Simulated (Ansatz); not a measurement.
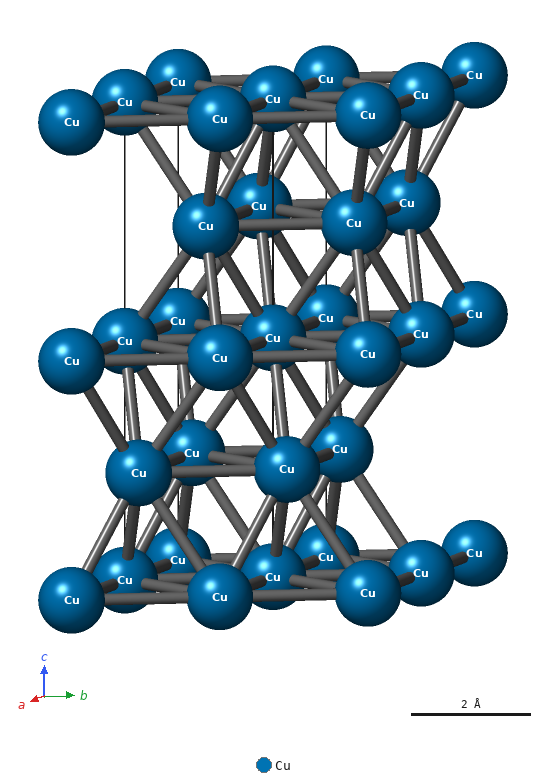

The structure as given in the input (ball-and-stick view of the cell of the calculation, repeated 2 × 2 × 1, seen slightly off an axis).

Geometry relaxation, with input and output: Cu (part 1 of 2)

System: Cu (P6₃/mmc, 4 atoms in the cell).
Method: DFT PBE+D3(BJ), scalar-relativistic, plane waves, PAW, no spin polarisation (Ansatz 0.2.0).

The structure was made by swapping elements on the sites of another compound; it need not be a known phase. It belongs to a series of runs on one base structure; here: K -> Cu on all its sites, cell and atoms relaxed.

## Log
```
Engine: ansatz 0.2.0, x86_64-unknown-linux-gnu
Pseudopotentials: kind: paw
Pseudopotential: Cu, paw, valence charge 19, recommended cutoff 420 eV (normal), Cu.paw.azcp
Functional definition: PBE
  parameter kappa = 0.804
  parameter beta = 0.06672455060314922
  exchange = pbe_x(kappa = kappa, mu = beta*pi^2/3)
  correlation = pbe_c(beta = beta)
Crystal: 4 atoms, lattice volume = 45.468 Å³
Basis set: ecut = 420 eV, 909 PW (Γ), exchange–correlation on 36×36×120 points (8 copies of the dense FFT grid, shifted against one another)
Bands: 46, of which v1, the nominal top of the filled ones, is band 38 counted from 1 (37 counted from 0)
Symmetry: 24 space group operations
Space group: P63/mmc (ITA 194), of the structure as read, at distance tolerance 3.6e-5 Å
k-points: 148 of 1944
Non-local potential: Cu, projectors of the file, l = 0: 3, l = 1: 2, l = 2: 3, l = 3: 1
PAW form: soft (Blöchl's): semilocal exchange-correlation on the pseudo side does not see the compensation charge
PAW one-centre angular grid: Cu, 590 points (default); XC on 64 Gauss nodes
Initial density: superposition of atomic densities (neutral atoms: chi_scale 0, normalization atom), corrected by the library's trained network
Initial wavefunctions: pseudopotential atomic-orbital guess
Functional: x = pbe(κ = 0.804, μ = 0.2195149727645171), c = pbe(β = 0.06672455060314922)
SCF iter   1: F=—  HF=-26503.045375 eV  |F-HF|=—  |Δ(HF+E_count)|=         —  Δρ=1.56e-3  dr2=7.59e-4  ethr=1.77e-3  ⟨swp⟩=5.1  Hψ=21277  notcnv=0  defer=192
preconditioner: auto → Kerker (q_TF=auto, 2.972 Å⁻¹)  [metal: Δε(μ)=0.019 eV  Ē_g=11.125 eV  σ=0.100 eV  W_gap=0.11  n_scr=24 (ndim 8)  ℏωp=36.5 eV  f_vac=0.000  D(μ)=1.39/eV (n_scr^D=6)]
SCF iter   2: F=—  HF=-26503.045834 eV  |F-HF|=—  |Δ(HF+E_count)|=   4.59e-4  Δρ=7.91e-4  dr2=2.11e-4  ethr=9.99e-7  ⟨swp⟩=2.2  Hψ=13784  notcnv=0  defer=198
SCF iter   3: F=—  HF=-26503.045916 eV  |F-HF|=—  |Δ(HF+E_count)|=   8.15e-5  Δρ=4.48e-4  dr2=9.57e-5  ethr=2.77e-7  ⟨swp⟩=2.0  Hψ=9268  notcnv=0  defer=198
SCF iter   4: F=—  HF=-26503.045918 eV  |F-HF|=—  |Δ(HF+E_count)|=   2.24e-6  Δρ=8.80e-5  dr2=7.31e-6  ethr=1.26e-7  ⟨swp⟩=2.4  Hψ=9185  notcnv=0  defer=198
SCF iter   5: F=—  HF=-26503.045917 eV  |F-HF|=—  |Δ(HF+E_count)|=   5.57e-7  Δρ=6.03e-5  dr2=1.22e-6  ethr=9.62e-9  ⟨swp⟩=2.3  Hψ=9529  notcnv=0  defer=198
SCF iter   6: F=—  HF=-26503.045917 eV  |F-HF|=—  |Δ(HF+E_count)|=   2.33e-7  Δρ=2.41e-5  dr2=1.57e-7  ethr=1.61e-9  ⟨swp⟩=2.0  Hψ=9558  notcnv=0  defer=198
SCF iter   7: F=-26503.045917 eV  HF=-26503.045917 eV  |F-HF|=1.24e-8  |Δ(HF+E_count)|=   1.67e-8  Δρ=5.25e-6  dr2=1.80e-8  ethr=1.32e-10  ⟨swp⟩=7.6  Hψ=28141  notcnv=0
SCF 1 converged in 7 iterations: F = -26503.045917 eV  dr2 = 1.80e-8
  greatest PAW one-centre occupation: 1.000 electrons in one spin orbital (limit 2), on the Cu atom at site 2 (counted from 0), in its partial waves of l = 0
relax step   1: F+E_penalty+E_count = -26503.04591720 eV  Δ(F+E_penalty+E_count) = +0.000e0 eV  max|allowed force component| = 2.544e-17 eV/Å  Δτ_max = 0.0000 Å  P = -0.652 GPa  Ω = 45.468 Å³  (7 SCF iters, dr2 threshold 1.00e-7 eV, accepted)
Crystal: 4 atoms, lattice volume = 45.368 Å³
Initial density: handed on by an earlier stage of this run
Initial wavefunctions: those handed on with the density
iter 1 solved again at ethr=3.64e-7 eV; its pass at ethr=3.10e-3 eV (dr2=2.76e-4 eV) is discarded
SCF iter   1: F=—  HF=-26503.049084 eV  |F-HF|=—  |Δ(HF+E_count)|=         —  Δρ=9.27e-4  dr2=2.30e-4  ethr=3.64e-7  ⟨swp⟩=2.1  Hψ=27481  notcnv=0
preconditioner: auto → Kerker (q_TF=auto, 2.973 Å⁻¹)  [metal: Δε(μ)=0.011 eV  Ē_g=11.147 eV  σ=0.100 eV  W_gap=0.06  n_scr=24 (ndim 8)  ℏωp=36.6 eV  f_vac=0.000  D(μ)=1.41/eV (n_scr^D=6)]
SCF iter   2: F=—  HF=-26503.049054 eV  |F-HF|=—  |Δ(HF+E_count)|=   3.00e-5  Δρ=2.60e-4  dr2=1.87e-5  ethr=3.03e-7  ⟨swp⟩=2.1  Hψ=9083  notcnv=0
SCF iter   3: F=—  HF=-26503.049046 eV  |F-HF|=—  |Δ(HF+E_count)|=   7.51e-6  Δρ=1.72e-4  dr2=9.95e-6  ethr=2.46e-8  ⟨swp⟩=2.2  Hψ=10131  notcnv=0
SCF iter   4: F=—  HF=-26503.049045 eV  |F-HF|=—  |Δ(HF+E_count)|=   1.19e-6  Δρ=3.97e-5  dr2=3.93e-7  ethr=1.31e-8  ⟨swp⟩=2.3  Hψ=9110  notcnv=0
iter 5 did not close the SCF: its close was put off for the readings that it lacked (scf_convergence_deferred on its scf_iter line)
SCF iter   5: F=-26503.049045 eV  HF=-26503.049045 eV  |F-HF|=5.88e-9  |Δ(HF+E_count)|=   3.79e-7  Δρ=9.27e-6  dr2=2.69e-8  ethr=5.17e-10  ⟨swp⟩=2.1  Hψ=11428  notcnv=0
SCF iter   6: F=-26503.049045 eV  HF=-26503.049045 eV  |F-HF|=2.02e-9  |Δ(HF+E_count)|=   1.28e-8  Δρ=3.26e-6  dr2=4.11e-9  ethr=3.54e-11  ⟨swp⟩=2.0  Hψ=19437  notcnv=0
SCF 2 converged in 6 iterations: F = -26503.049045 eV  dr2 = 4.11e-9
relax step   2: F+E_penalty+E_count = -26503.04904521 eV  Δ(F+E_penalty+E_count) = -3.128e-3 eV  max|allowed force component| = 3.874e-17 eV/Å  Δτ_max = 0.0000 Å  P = -0.326 GPa  Ω = 45.368 Å³  energy of the carried Pulay correction = +8.265e-5 eV  (6 SCF iters, dr2 threshold 4.00e-7 eV, accepted)
Crystal: 4 atoms, lattice volume = 45.292 Å³
iter 1 solved again at ethr=2.74e-7 eV; its pass at ethr=3.10e-3 eV (dr2=2.08e-4 eV) is discarded
SCF iter   1: F=—  HF=-26503.051239 eV  |F-HF|=—  |Δ(HF+E_count)|=         —  Δρ=9.72e-4  dr2=1.96e-4  ethr=2.74e-7  ⟨swp⟩=2.0  Hψ=33130  notcnv=0
preconditioner: auto → Kerker (q_TF=auto, 2.974 Å⁻¹)  [metal: Δε(μ)=0.028 eV  Ē_g=11.182 eV  σ=0.100 eV  W_gap=0.16  n_scr=12 (ndim 8)  ℏωp=36.6 eV  f_vac=0.000  D(μ)=1.45/eV (n_scr^D=6)]
SCF iter   2: F=—  HF=-26503.051211 eV  |F-HF|=—  |Δ(HF+E_count)|=   2.82e-5  Δρ=3.94e-4  dr2=2.79e-5  ethr=2.58e-7  ⟨swp⟩=2.6  Hψ=9884  notcnv=0
SCF iter   3: F=—  HF=-26503.051205 eV  |F-HF|=—  |Δ(HF+E_count)|=   6.14e-6  Δρ=1.78e-4  dr2=9.36e-6  ethr=3.67e-8  ⟨swp⟩=2.3  Hψ=10268  notcnv=0
SCF iter   4: F=—  HF=-26503.051205 eV  |F-HF|=—  |Δ(HF+E_count)|=   3.97e-7  Δρ=4.81e-5  dr2=7.30e-7  ethr=1.23e-8  ⟨swp⟩=2.5  Hψ=9453  notcnv=0
iter 5 did not close the SCF: its close was put off for the readings that it lacked (scf_convergence_deferred on its scf_iter line)
SCF iter   5: F=-26503.051205 eV  HF=-26503.051205 eV  |F-HF|=1.48e-8  |Δ(HF+E_count)|=   1.86e-7  Δρ=1.12e-5  dr2=4.76e-8  ethr=9.61e-10  ⟨swp⟩=2.0  Hψ=10014  notcnv=0
SCF iter   6: F=-26503.051205 eV  HF=-26503.051205 eV  |F-HF|=2.58e-9  |Δ(HF+E_count)|=   1.12e-8  Δρ=4.00e-6  dr2=4.88e-9  ethr=6.27e-11  ⟨swp⟩=2.1  Hψ=20245  notcnv=0
SCF 3 converged in 6 iterations: F = -26503.051205 eV  dr2 = 4.88e-9
relax step   3: F+E_penalty+E_count = -26503.05120486 eV  Δ(F+E_penalty+E_count) = -2.160e-3 eV  max|allowed force component| = 1.735e-17 eV/Å  Δτ_max = 0.0000 Å  P = -0.075 GPa  Ω = 45.292 Å³  energy of the carried Pulay correction = +1.411e-4 eV  (6 SCF iters, dr2 threshold 4.00e-7 eV, accepted)
Crystal: 4 atoms, lattice volume = 45.258 Å³
iter 1 solved again at ethr=3.34e-8 eV; its pass at ethr=3.10e-3 eV (dr2=2.54e-5 eV) is discarded
SCF iter   1: F=—  HF=-26503.051231 eV  |F-HF|=—  |Δ(HF+E_count)|=         —  Δρ=2.85e-4  dr2=2.32e-5  ethr=3.34e-8  ⟨swp⟩=2.0  Hψ=26364  notcnv=0
preconditioner: auto → Kerker (q_TF=auto, 2.974 Å⁻¹)  [metal: Δε(μ)=0.026 eV  Ē_g=11.190 eV  σ=0.100 eV  W_gap=0.14  n_scr=12 (ndim 8)  ℏωp=36.6 eV  f_vac=0.000  D(μ)=1.45/eV (n_scr^D=6)]
SCF iter   2: F=—  HF=-26503.051242 eV  |F-HF|=—  |Δ(HF+E_count)|=   1.04e-5  Δρ=6.81e-5  dr2=1.76e-6  ethr=3.05e-8  ⟨swp⟩=2.6  Hψ=9888  notcnv=0
SCF iter   3: F=—  HF=-26503.051241 eV  |F-HF|=—  |Δ(HF+E_count)|=   7.56e-7  Δρ=4.50e-5  dr2=7.69e-7  ethr=2.32e-9  ⟨swp⟩=2.3  Hψ=10061  notcnv=0
SCF iter   4: F=—  HF=-26503.051241 eV  |F-HF|=—  |Δ(HF+E_count)|=   1.19e-7  Δρ=1.04e-5  dr2=1.93e-8  ethr=1.01e-9  ⟨swp⟩=2.1  Hψ=8935  notcnv=0
iter 5 did not close the SCF: its close was put off for the readings that it lacked (scf_convergence_deferred on its scf_iter line)
SCF iter   5: F=-26503.051241 eV  HF=-26503.051241 eV  |F-HF|=9.82e-11  |Δ(HF+E_count)|=   4.22e-8  Δρ=1.91e-6  dr2=1.30e-9  ethr=2.54e-11  ⟨swp⟩=2.0  Hψ=12447  notcnv=0
SCF iter   6: F=-26503.051241 eV  HF=-26503.051241 eV  |F-HF|=1.75e-10  |Δ(HF+E_count)|=  3.27e-10  Δρ=7.67e-7  dr2=1.71e-10  ethr=1.72e-12  ⟨swp⟩=1.9  Hψ=18963  notcnv=0
SCF 4 converged in 6 iterations: F = -26503.051241 eV  dr2 = 1.71e-10
relax step   4: F+E_penalty+E_count = -26503.05124086 eV  Δ(F+E_penalty+E_count) = -3.600e-5 eV  max|allowed force component| = 3.007e-17 eV/Å  Δτ_max = 0.0000 Å  P = +0.049 GPa  Ω = 45.258 Å³  energy of the carried Pulay correction = +1.715e-4 eV  (6 SCF iters, dr2 threshold 4.03e-8 eV, accepted)
Initial wavefunctions: pseudopotential atomic-orbital guess (no wavefunctions were taken with the density)
iter 1 solved again at ethr=3.41e-9 eV; its pass at ethr=3.10e-3 eV (dr2=2.59e-6 eV) is discarded
SCF iter   1: F=—  HF=-26503.050834 eV  |F-HF|=—  |Δ(HF+E_count)|=         —  Δρ=4.10e-4  dr2=1.63e-6  ethr=3.41e-9  ⟨swp⟩=3.4  Hψ=41533  notcnv=0
preconditioner: auto → Kerker (q_TF=auto, 2.974 Å⁻¹)  [metal: Δε(μ)=0.026 eV  Ē_g=11.192 eV  σ=0.100 eV  W_gap=0.14  n_scr=12 (ndim 8)  ℏωp=36.6 eV  f_vac=0.000  D(μ)=1.45/eV (n_scr^D=6)]
SCF iter   2: F=—  HF=-26503.050988 eV  |F-HF|=—  |Δ(HF+E_count)|=   1.54e-4  Δρ=2.10e-4  dr2=4.81e-7  ethr=2.15e-9  ⟨swp⟩=1.0  Hψ=6810  notcnv=0
SCF iter   3: F=—  HF=-26503.051038 eV  |F-HF|=—  |Δ(HF+E_count)|=   4.93e-5  Δρ=1.51e-5  dr2=3.03e-8  ethr=6.33e-10  ⟨swp⟩=2.0  Hψ=9980  notcnv=0
SCF iter   4: F=—  HF=-26503.051038 eV  |F-HF|=—  |Δ(HF+E_count)|=   6.68e-8  Δρ=1.53e-6  dr2=2.49e-10  ethr=3.99e-11  ⟨swp⟩=2.1  Hψ=10931  notcnv=0
SCF iter   5: F=—  HF=-26503.051038 eV  |F-HF|=—  |Δ(HF+E_count)|=   1.58e-9  Δρ=7.59e-7  dr2=4.86e-11  ethr=1.00e-12  ⟨swp⟩=2.0  Hψ=10092  notcnv=0
SCF iter   6: F=-26503.051038 eV  HF=-26503.051038 eV  |F-HF|=1.82e-11  |Δ(HF+E_count)|=  3.46e-10  Δρ=2.78e-7  dr2=1.93e-11  ethr=1.00e-12  ⟨swp⟩=3.4  Hψ=19145  notcnv=0
SCF 5 converged in 6 iterations: F = -26503.051038 eV  dr2 = 1.93e-11
relax step   5: F+E_penalty+E_count = -26503.05103776 eV  Δ(F+E_penalty+E_count) = +2.031e-4 eV  max|allowed force component| = 2.776e-17 eV/Å  Δτ_max = 0.0000 Å  P = +0.055 GPa  Ω = 45.258 Å³  stress off target by 5.96e-2 GPa  SCF on the basis re-selected at this cell (its energy is not comparable with the rows above)  (6 SCF iters)
```

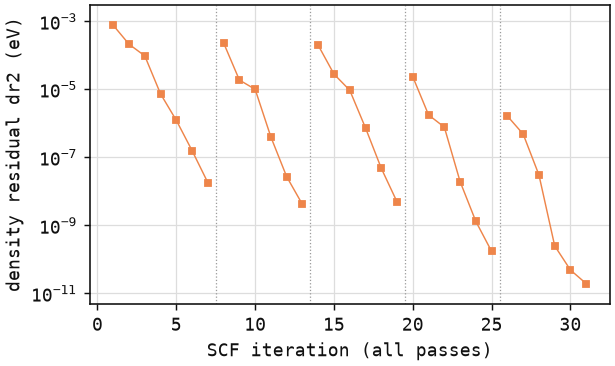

Convergence of the self-consistent field: density residual dr2 against the SCF iteration. The dotted lines part the SCF passes of the relaxation: geometry steps, rejected trials and re-solves on a re-selected basis. The 5 passes take 6 to 7 iterations each, 31 in all.

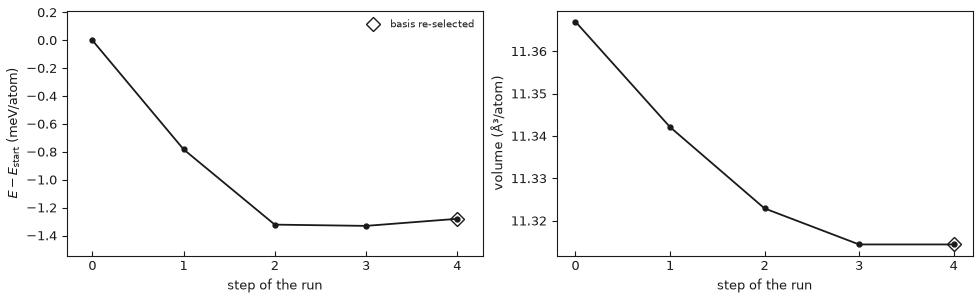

Progress of the relaxation, step by step (the first geometry is step 0 here and step 1 in the log).
